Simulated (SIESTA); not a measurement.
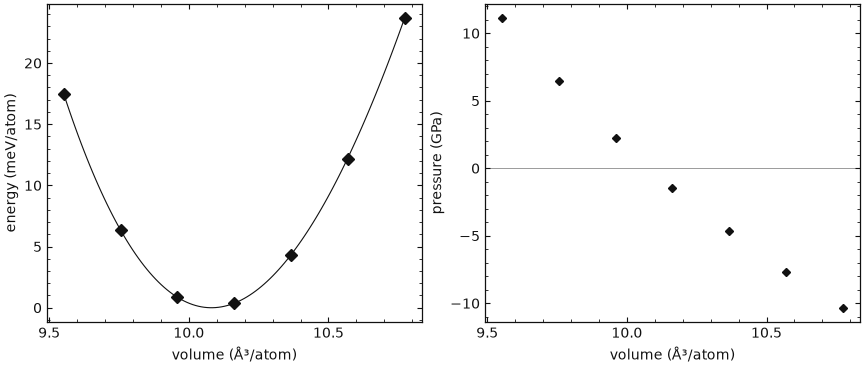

How it was computed, with SIESTA 5.4.2: DFT in numerical atomic orbitals with pseudopotentials, no spin polarisation; energies at scaled volumes of the given cell, shape and fractions fixed, counted from the fit's minimum, third-order Birch-Murnaghan fit. Level: PBEsol.

k mesh 10×10×5; occupations Fermi–Dirac; smearing width 0.05 eV; potentials PseudoDojo 0.4 standard, converted to PSML, two zetas on semicore shells; program settings basis DZP, mesh cutoff 800 Ry.

Cell as given: a = 2.904 Å, b = 2.904 Å, c = 5.132 Å, α = 97.78°, β = 97.78°, γ = 72.32°; 4 atoms.

Energy and pressure against volume for CuO, space group Cc (No. 9).

A third-order Birch–Murnaghan fit gives V0 = 10.08 Å³/atom, B0 = 182 GPa and B′ = 4.8. The energy is 17.45 meV/atom at volume 9.55 Å³/atom and 23.64 meV/atom at 10.77 Å³/atom; the lowest computed point is at volume 10.16 Å³/atom (0.39 meV/atom), and no other minimum shows. The pressure falls from 11.11 GPa at volume 9.55 Å³/atom to −10.33 GPa at 10.77 Å³/atom, and changes sign near 10.08 Å³/atom.

Keep in mind: mulliken charges of long orbitals; short basis over semicore shells; shape and atomic fractions are frozen while scaling, which makes layered, chain and framework solids too stiff.
